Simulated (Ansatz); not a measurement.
# Two runs on MoS₂

System: MoS₂ (Cm, 3 atoms in the cell).
Method of run A: DFT PBE+D3(BJ), scalar-relativistic, plane waves, PAW, no spin polarisation (Ansatz 0.2.0).

The structure derives from an entry of the Crystallography Open Database. Text and figures count atoms from 1; the logs count them from 0 in places.

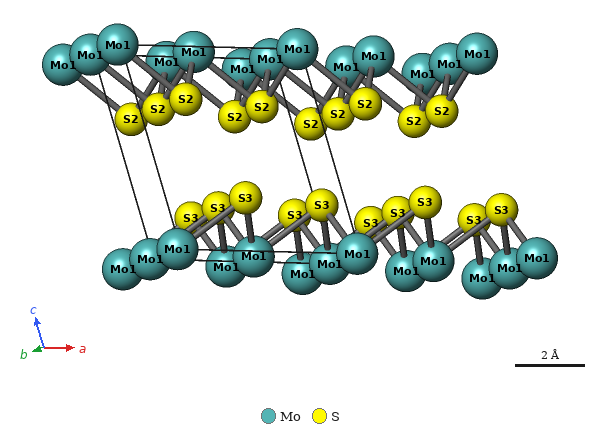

**Figure 1.** The structure (ball-and-stick view of the cell 2 times as large as that of the calculation, set on its symmetry axes, repeated 2 × 2 × 1, seen at an oblique angle; atoms are numbered from 1 in the order of the input). An atom can appear more than once, as a periodic image. Near neighbours in the periodic cell (some may lie outside the picture): Mo has 6 S at 2.32 to 2.59 Å; S has 3 Mo at 2.32 to 2.59 Å.

The input, run A:
```yaml
crystal:
  lattice:
    - [1.5764743789, 0.910177907, 5.9965349857]
    - [-1.5764743789, 0.910177907, 5.9965349857]
    - [0.0, -1.8203558141, 5.9965349857]
  atoms:
    - { symbol: Mo, position: [0.0183354084, 0.0183354084, -0.0366190023] }
    - { symbol: S, position: [0.7260919685, 0.7260919685, 0.8084934413] }
    - { symbol: S, position: [0.5523677644, 0.5523677644, 0.6344352784] }
basis:
  ecutwfc: 420
kpoints:
  mp_grid: { grid: [12, 12, 12] }
hamiltonian:
  xc: pbe
  dispersion: d3bj
scf:
  occupations: { method: gaussian, width: 0.05 }
output:
  forces: true
  stress: true
  eigenvalues: true
```

Command:
```bash
ansatz run input.yaml --threads 2 --pin off --max-ram 5120MiB --backend cpu --events-out ev --progress --plain --runs-dir out
```

Hardware: 2 threads of Intel Xeon @ 2.50GHz (Skylake/Cascade Lake), 189 GiB of memory available, shared host.

Output, shortened to warnings, some set-up lines, iterations and results (run A):
```
Basis set: ecut = 420 eV, 999 PW (Γ), FFT grids on a1−a3, a2−a3, a3, exchange–correlation on 48×48×90 points (8 copies of the dense FFT grid, shifted against one another)
Symmetry: 2 space group operations
k-points: 476 of 1728 (time reversal used)
Initial density: superposition of atomic densities (neutral atoms: chi_scale 0, normalization atom), corrected by the library's trained network
[...]
SCF iter   1: F=—  HF=-6763.450312 eV  |F-HF|=—  |Δ(HF+E_count)|=         —  Δρ=6.31e-3  dr2=5.82e-3  ethr=1.77e-3  ⟨swp⟩=5.9  Hψ=44623  notcnv=0
SCF iter   2: F=—  HF=-6763.453006 eV  |F-HF|=—  |Δ(HF+E_count)|=   2.69e-3  Δρ=3.19e-3  dr2=1.28e-3  ethr=2.24e-5  ⟨swp⟩=2.5  Hψ=17221  notcnv=0
SCF iter   3: F=—  HF=-6763.454667 eV  |F-HF|=—  |Δ(HF+E_count)|=   1.66e-3  Δρ=3.88e-4  dr2=6.35e-5  ethr=4.93e-6  ⟨swp⟩=2.5  Hψ=12717  notcnv=0
SCF iter   4: F=—  HF=-6763.454659 eV  |F-HF|=—  |Δ(HF+E_count)|=   8.05e-6  Δρ=6.01e-5  dr2=1.56e-6  ethr=2.44e-7  ⟨swp⟩=2.4  Hψ=13290  notcnv=0
SCF iter   5: F=—  HF=-6763.454660 eV  |F-HF|=—  |Δ(HF+E_count)|=   5.75e-7  Δρ=1.56e-5  dr2=2.02e-7  ethr=6.01e-9  ⟨swp⟩=2.1  Hψ=11866  notcnv=0
SCF iter   6: F=-6763.454660 eV  HF=-6763.454660 eV  |F-HF|=1.25e-8  |Δ(HF+E_count)|=   1.39e-8  Δρ=4.51e-6  dr2=1.96e-8  ethr=3.85e-10  ⟨swp⟩=6.0  Hψ=38601  notcnv=0
SCF 1 converged in 6 iterations: F = -6763.454660 eV  dr2 = 1.96e-8
SCF converged after 6 iterations
Free energy (F): -6763.454660 eV
Harris-Foulkes:  -6763.454660 eV  (|F-HF|=1.25e-8)
Internal energy: -6763.454660 eV  (E = F + TS)
E sigma→0 (E₀):  -6763.454660 eV
Fermi energy:    11.914577 eV
--- Per-component energies (eV) ---
  E_band       = -140.782526
  E_kinetic    = 658.629225
  E_local      = -1858.217856  (includes V_loc(G=0)·N_el)
  E_nonlocal   = 199.760278
  E_hartree    = 709.380622
  E_xc         = -379.261135
  E_vxc        = -406.030919  (∫ρ·V_xc dr)
  E_paw        = -4401.798148  (= ΣΔE_a)
  E_vpaw       = -153.681944  (= ΣTr[D̂ρ^β])
  E_aug_tail   = 0.000041  (compensation charges beyond the density's cutoff)
  E_ewald      = -1690.626254
  E_disp       = -1.321433  (pairwise vdW)
  E_smearing   = -0.000000  (= −TS)
  E_closure    = 0.000000  (closes the sum)
  Σ components = -6763.454660   (vs F -6763.454660, Δ=0.00e0)
--- Forces (eV/Å), atoms counted from 1 ---
  atom   1  Mo    -0.00000000    -4.53764937    -0.00008693
  atom   2  S      0.00000000     2.26620237     0.65480211
  atom   3  S      0.00000000     2.27145801    -0.65471759
  max |Σ_I F_I| component: 1.10e-5 eV/Å
--- Stress (GPa, compression-positive) ---
        8.242802      -0.000000       0.000000
       -0.000000      -3.269840       0.006368
        0.000000       0.006367       6.036502
  P = ⅓ Tr σ = 3.6698 GPa (36.698 kbar)
```

The input of run B differs as follows (lines with − go, lines with + come):
```diff
-    - { symbol: Mo, position: [0.0183354084, 0.0183354084, -0.0366190023] }
-    - { symbol: S, position: [0.7260919685, 0.7260919685, 0.8084934413] }
-    - { symbol: S, position: [0.5523677644, 0.5523677644, 0.6344352784] }
+    - { symbol: Mo, position: [-0.009141797, -0.009141797, 0.0183354084] }
+    - { symbol: S, position: [0.7672927049, 0.7672927049, 0.7260919685] }
+    - { symbol: S, position: [0.5934015214, 0.5934015214, 0.5523677644] }
```

What does this change do to the results?

With the same functional and potentials, run B lies 144.9 meV per atom lower. The gap on the mesh goes from 0.64 to 0.69 eV. The pressure goes from 3.67 to 1.12 GPa. The largest force goes from 4.538 to 2.591 eV/Å. The number of SCF iterations is the same.

Output, shortened to warnings, some set-up lines, iterations and results (run B):
```
Basis set: ecut = 420 eV, 999 PW (Γ), FFT grids on a1−a3, a2−a3, a3, exchange–correlation on 48×48×90 points (8 copies of the dense FFT grid, shifted against one another)
Symmetry: 2 space group operations
k-points: 476 of 1728 (time reversal used)
Initial density: superposition of atomic densities (neutral atoms: chi_scale 0, normalization atom), corrected by the library's trained network
[...]
SCF iter   1: F=—  HF=-6763.883523 eV  |F-HF|=—  |Δ(HF+E_count)|=         —  Δρ=5.79e-3  dr2=4.78e-3  ethr=1.77e-3  ⟨swp⟩=5.9  Hψ=44327  notcnv=0
SCF iter   2: F=—  HF=-6763.887318 eV  |F-HF|=—  |Δ(HF+E_count)|=   3.79e-3  Δρ=2.97e-3  dr2=1.06e-3  ethr=1.84e-5  ⟨swp⟩=2.5  Hψ=17409  notcnv=0
SCF iter   3: F=—  HF=-6763.889332 eV  |F-HF|=—  |Δ(HF+E_count)|=   2.01e-3  Δρ=6.03e-4  dr2=4.58e-4  ethr=4.09e-6  ⟨swp⟩=2.0  Hψ=11940  notcnv=0
SCF iter   4: F=—  HF=-6763.889267 eV  |F-HF|=—  |Δ(HF+E_count)|=   6.44e-5  Δρ=1.07e-4  dr2=4.28e-6  ethr=1.76e-6  ⟨swp⟩=2.0  Hψ=11421  notcnv=0
SCF iter   5: F=—  HF=-6763.889260 eV  |F-HF|=—  |Δ(HF+E_count)|=   7.05e-6  Δρ=1.94e-5  dr2=1.40e-7  ethr=1.65e-8  ⟨swp⟩=2.2  Hψ=12534  notcnv=0
SCF iter   6: F=-6763.889260 eV  HF=-6763.889260 eV  |F-HF|=3.74e-9  |Δ(HF+E_count)|=   1.26e-7  Δρ=5.94e-6  dr2=1.71e-8  ethr=3.85e-10  ⟨swp⟩=6.4  Hψ=37998  notcnv=0
SCF 1 converged in 6 iterations: F = -6763.889260 eV  dr2 = 1.71e-8
SCF converged after 6 iterations
Free energy (F): -6763.889260 eV
Harris-Foulkes:  -6763.889260 eV  (|F-HF|=3.74e-9)
Internal energy: -6763.889260 eV  (E = F + TS)
E sigma→0 (E₀):  -6763.889260 eV
Fermi energy:    11.956910 eV
--- Per-component energies (eV) ---
  E_band       = -140.858286
  E_kinetic    = 657.677905
  E_local      = -1853.429234  (includes V_loc(G=0)·N_el)
  E_nonlocal   = 199.446033
  E_hartree    = 707.401021
  E_xc         = -379.118122
  E_vxc        = -405.849074  (∫ρ·V_xc dr)
  E_paw        = -4401.662862  (= ΣΔE_a)
  E_vpaw       = -153.510296  (= ΣTr[D̂ρ^β])
  E_aug_tail   = 0.000046  (compensation charges beyond the density's cutoff)
  E_ewald      = -1692.882813
  E_disp       = -1.321235  (pairwise vdW)
  E_smearing   = -0.000000  (= −TS)
  E_closure    = 0.000000  (closes the sum)
  Σ components = -6763.889260   (vs F -6763.889260, Δ=0.00e0)
--- Forces (eV/Å), atoms counted from 1 ---
  atom   1  Mo     0.00000000     2.59083831    -0.00009189
  atom   2  S     -0.00000000    -1.30053380     0.19441400
  atom   3  S     -0.00000000    -1.29034746    -0.19431791
  max |Σ_I F_I| component: 4.30e-5 eV/Å
--- Stress (GPa, compression-positive) ---
       -1.800477      -0.000000       0.000000
       -0.000000       3.329978       0.016371
        0.000000       0.016371       1.834290
  P = ⅓ Tr σ = 1.1213 GPa (11.213 kbar)
```

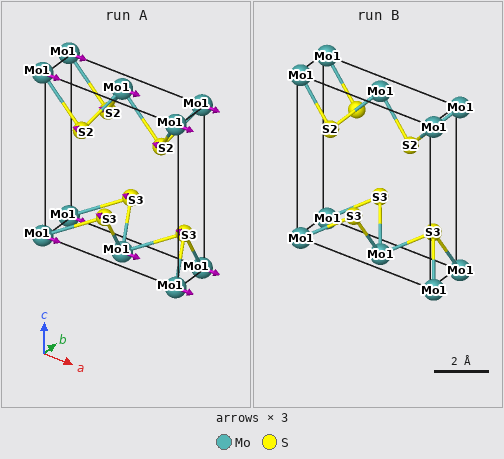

**Figure 2.** The two input geometries at one scale (ball-and-stick view of the cell 2 times as large as that of the calculation, set on its symmetry axes, seen slightly off an axis). The pink arrows on the first give the shifts of the atoms relative to the cell, with their mean removed, magnified 3 times. The atom that moves furthest is Mo1 (0.25 Å). By element the largest moves are Mo 0.25 Å, S 0.13 Å. (The mean shift of all atoms is removed.) The cell doesn't change. Among the contacts that change: Mo1–S2 2.594 → 2.306 Å.

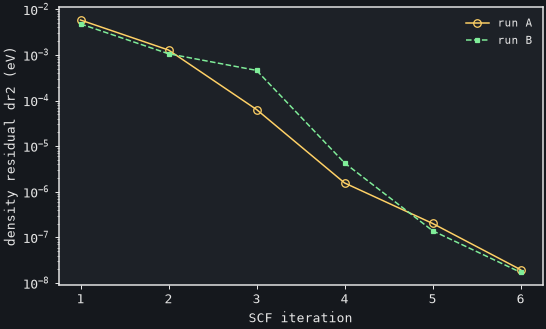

**Figure 3.** Convergence of the two runs: density residual dr2 against the SCF iteration. Run A takes 6 iterations in all, and run B takes 6.

The two runs side by side:

```csv
quantity,run A,run B
outcome,converged,converged
free energy per atom (eV),−2254.4849,−2254.6298
gap on the mesh (eV),0.64,0.69
pressure (GPa),3.67,1.12
largest force (eV/Å),4.538,2.591
SCF iterations,6,6
irreducible k-points,476,476
plane waves at Γ,999,999
wall time (shared host),41 s,41 s
```
